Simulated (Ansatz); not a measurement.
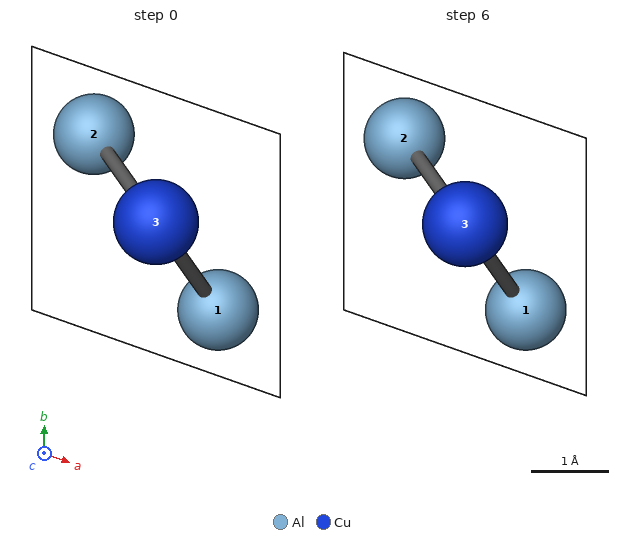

The structure of a crystal of Al2Cu (set up in Fm-3m) before (left) and after (right) a relaxation, at one scale.

Style: ball-and-stick. Shown: the cell of the calculation, along the c axis.

Case: relaxed at 18 GPa.

Theory: DFT PBEsol, scalar-relativistic, plane waves, PAW (Ansatz).

Input
```yaml
crystal:
  lattice:
    - [-1.985642546, 1.985642546, 2.8081226185]
    - [1.985642546, -1.985642546, 2.8081226185]
    - [1.985642546, 1.985642546, -2.8081226185]
  atoms:
    - { symbol: Al, position: [0.75, 0.25, 0.5] }
    - { symbol: Al, position: [0.25, 0.75, 0.5] }
    - { symbol: Cu, position: [0.5, 0.5, 0.0] }
basis:
  ecutwfc: 420
kpoints:
  mp_grid: { grid: [14, 14, 14] }
hamiltonian:
  xc: pbesol
scf:
  occupations: { method: fermi_dirac, width: 0.15 }
output:
  forces: true
  stress: true
  eigenvalues: true
relax:
  adjacent_minimum: "off"
  f_tol: 0.001
  max_steps: 60
  cell: { stress_tol: 0.02, p_target: 18.0 }
```

Run as
```bash
ansatz run input.yaml --threads 1 --pin off --max-ram 3072MiB --backend cpu --events-out ev --progress --plain --runs-dir out
```

### Describe what moved and what it gained.

Over 4 accepted moves (6 points after the start) the energy rises by 0.231 eV per cell of the calculation. With the target pressure of 18 GPa, the enthalpy E + pV changes by −0.110 eV per cell of the calculation. All forces vanish by symmetry, so only the cell relaxes. The pressure goes from 7.00 to 18.00 GPa. The SCF was repeated twice at an unchanged geometry on a basis and grid sized afresh for the cell, which shifted the energy by 0.9 meV per cell of the calculation at most. The atoms keep their places relative to the cell (all moves are under 0.005 Å). The volume changes by −6.9 %, with a = b = c 3.971 → 3.878 Å (−2.3 %). Some distances before and after: Al1–Cu3 2.432 → 2.375 Å. The space group stays Fm-3m (No. 225).
